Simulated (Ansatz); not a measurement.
MoS (slab)

Input

```
crystal:
  lattice:
    - [3.1841260822, 0.0, 0.0]
    - [-1.5920630411, 2.757534076, 0.0]
    - [0.0, 0.0, 32.33459995]
  atoms:
    - { symbol: Mo, position: [0.0, 0.0, 0.2319496766] }
    - { symbol: S, position: [0.33333333, 0.66666666, 0.279926921] }
    - { symbol: S, position: [0.33333333, 0.66666666, 0.720073079] }
    - { symbol: Mo, position: [0.0, 0.0, 0.7680503234] }
hamiltonian:
  xc: pbe
  pseudopotentials: { kind: paw }
kpoints:
  mp_grid: { grid: [10, 10, 1] }
scf:
  occupations: { method: fermi_dirac, width: 0.05 }
output:
  forces: true
  eigenvalues: true
  write_density: true
  write_potential: true
  elf: true
  volumetric_format: npy
efield:
  axis: 3
  dipole_correction: true
  ramp_width: 0.04
```

Command:

```sh
ansatz run input.yaml --threads 4 --pin off --max-ram 11264MiB --backend cpu --events-out ev --progress --plain --runs-dir out
```

Not relaxed (largest force 0.9 eV/Å).

All numbers below come from Kohn-Sham DFT of a periodic cell, PBE, Ansatz PAW in Ansatz 0.2.0.

Q: Predict the valence pseudo-density and electron localisation function between the atoms.

A: Mo–S (2.41 Å): ρ at the midpoint is about 0.61 e/Å³; the ELF peaks at about 0.85 in the valence shell of S, 0.8 Å from its nucleus, and is about 0.45 at the midpoint.

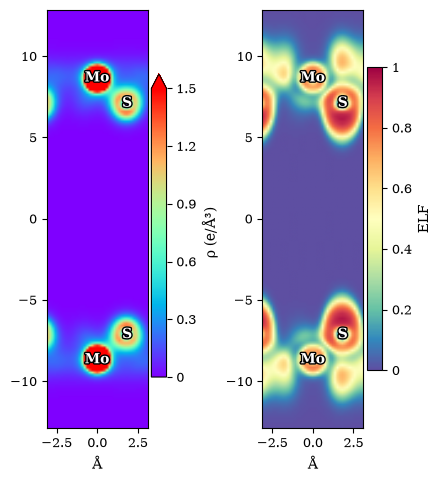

Computed valence pseudo-density and electron localisation function on the (110) plane of the calculation cell, a cut from vacuum to vacuum, in this order. 

Core electrons are frozen (PAW), and the valence fields are smoothed inside the atomic spheres.
